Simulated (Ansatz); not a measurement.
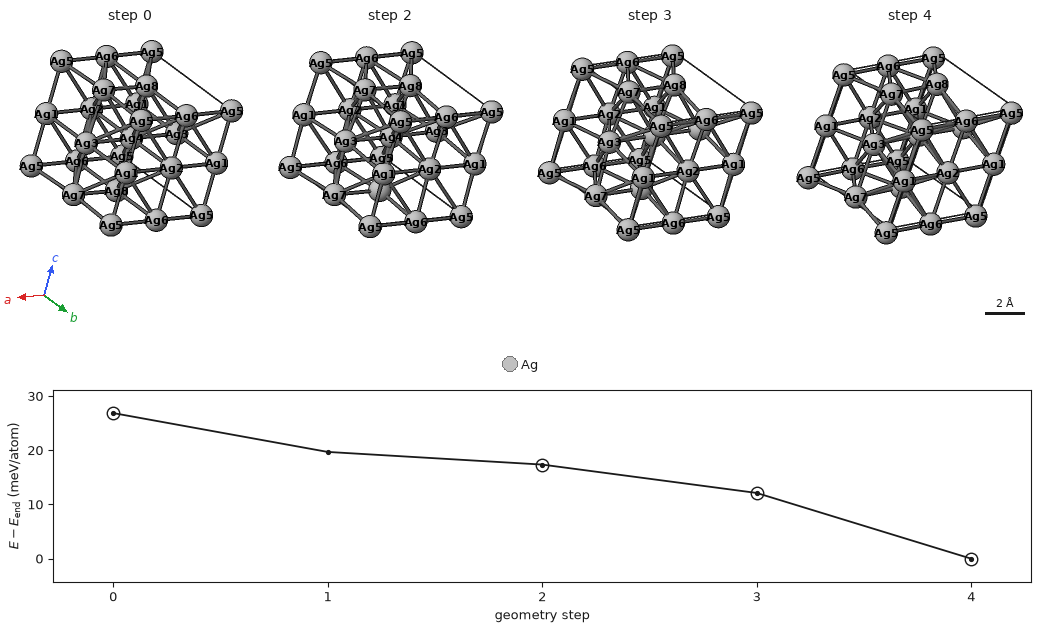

Frames of a relaxation of a crystal of Ag (set up in P1), marked on the history of the run. The picture is a ball-and-stick view of the cell of the calculation, seen from a free direction.

Method: Ansatz 0.2.0, DFT PBEsol, scalar-relativistic, plane waves, PAW. (plane-wave cutoff 420 eV; k-point mesh 8 × 8 × 8; occupations gaussian; smearing width 0.15 eV; no spin polarisation; cell and atoms relaxed; force threshold 0.01 eV/Å; at most 80 steps)

### What happens along the run?

The run was cut off at its time limit before the relaxation converged, so the last structure is only a point on the way. The largest moves relative to the cell, 0.40 Å, are those of Ag4 and Ag8. Ag8 goes along [−1 0 1]. Cell: a 5.586 → 5.541 Å (−0.8 %), b 5.586 → 5.524 Å (−1.1 %), c 5.586 → 5.599 Å (+0.2 %), α 109.5° → 106.1°, β 109.5° → 117.0°, γ 109.5° → 105.8°. Volume −3.3 %. Among the contacts that change: Ag2–Ag8 3.225 → 2.822 Å, Ag5–Ag8 3.225 → 2.825 Å, Ag1–Ag4 3.225 → 2.846 Å, Ag4–Ag6 3.225 → 2.855 Å. Within 0.06 Å the space group is Cm at the start and Cm at the end; at a tighter tolerance small leftover displacements or strains of the cell lower it. After 4 geometry steps the energy has fallen by 26.9 meV per atom. Largest force component: 0.6 eV/Å at the start, 0.37 eV/Å at the end. Pressure: 0.38 GPa at the start and 4.14 GPa at the end. From step 0 to 2: Ag8 moves most (0.22 Å), volume +0.8 %, energy −9.5 meV per atom. From step 2 to 3: Ag4 moves most (0.18 Å), volume −2.5 %, energy −5.2 meV per atom. From step 3 to 4: Ag4 moves most (0.19 Å), volume −1.6 %, energy −12.1 meV per atom.

| step | E − E(0), meV/atom | largest force component, eV/Å | pressure, GPa | volume, Å³/atom |
| --- | --- | --- | --- | --- |
| 0 | 0.00 | 0.6035 | 0.38 | 16.773 |
| 1 | -7.17 | 0.2038 | 0.53 | 16.709 |
| 2 | -9.51 | 0.0779 | -0.64 | 16.899 |
| 3 | -14.75 | 0.2172 | 2.43 | 16.482 |
| 4 | -26.88 | 0.3665 | 4.14 | 16.221 |
